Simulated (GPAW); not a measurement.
LiF (Fm-3m): refractive index against wavelength

The refractive index of LiF (Fm-3m) below the direct gap (9.06 eV on the mesh) is read from one computed spectrum, n = √(Re ε).

Cell: a, b, c = 2.848, 2.848, 2.848 Å (primitive vectors), 2 atoms.

Method: GPAW 26.7.0, PBE, RPA, k-mesh 15×15×15, local fields up to 60 eV, Lorentzian half width 0.15 eV.

Launch of the response step: `OMP_NUM_THREADS=1 python df.py`. The run took 20 s, its band step included, on 1 thread of Arm Neoverse V2, with other jobs on the host.

| wavelength (nm) | photon energy E (eV) | n |
| --- | --- | --- |
| 532 | 2.331 | 1.3997 |
| 450 | 2.755 | 1.4032 |
| 405 | 3.061 | ? |
| 365 | 3.397 | 1.4100 |
| 308 | 4.025 | 1.4184 |
| 266 | 4.661 | 1.4291 |
| 248 | 4.999 | 1.4358 |

In the single-oscillator model n² − 1 = E₀E_d/(E₀² − E²), so 1/(n² − 1) = E₀/E_d − E²/(E₀E_d) is linear in E².

Working, on the rows shown:

| x = E² (eV²) | y = 1/(n² − 1) |
| --- | --- |
| 5.43137 | 1.04258 |
| 7.59115 | 1.03202 |
| 11.5384 | 1.01204 |
| 16.2043 | 0.98828 |
| 21.7255 | 0.959392 |
| 24.9936 | 0.942044 |

Means: x̄ = 14.581, ȳ = 0.99606. Σ(x − x̄)(y − ȳ) = -1.563, Σ(x − x̄)² = 303.9. Slope = -1.563 / 303.9 = -0.005142; intercept = ȳ − slope · x̄ = 1.071. Turned back into n, the line misses the rows shown by at most 0.00021.

**Question.** Predict the last column of the withheld row from the fit.

**Answer.** At x = 9.3718 the line gives y = 1.0228, that is 1.4063. The run gave 1.4062, so the interpolation is off by 9.6e-05, 0.3 % of the range in the table.

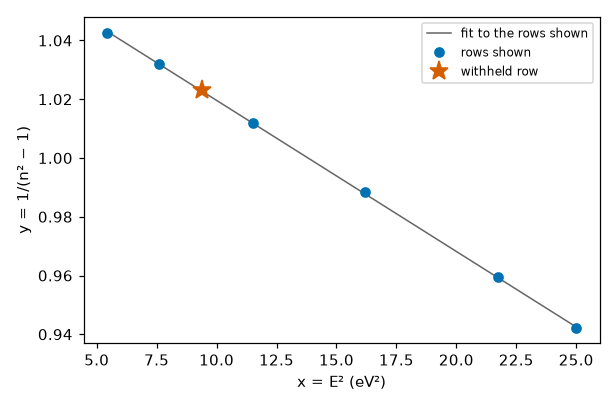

Refitted with all rows, the slope is -0.005145 and the intercept 1.0711. These give E₀ = √(intercept/−slope) = 14.43 eV and E_d = E₀/intercept = 13.5 eV; E₀ is 1.6 times the direct gap. The electronic limit at long wavelengths, without lattice vibrations, is n = √(1 + 1/intercept) = 1.391. Excitons are left out; PBE gaps are as a rule too small. The values come from a sum over the points of one k-mesh and carry its error, which grows as the direct gap shrinks. This version of GPAW has incomplete matrix elements in the optical limit, which can lower ε − 1 by up to a tenth where first-row anions or d states rule. The local-field cutoff holds few shells of reciprocal vectors for this small cell, so ε∞ can read a few per cent high.
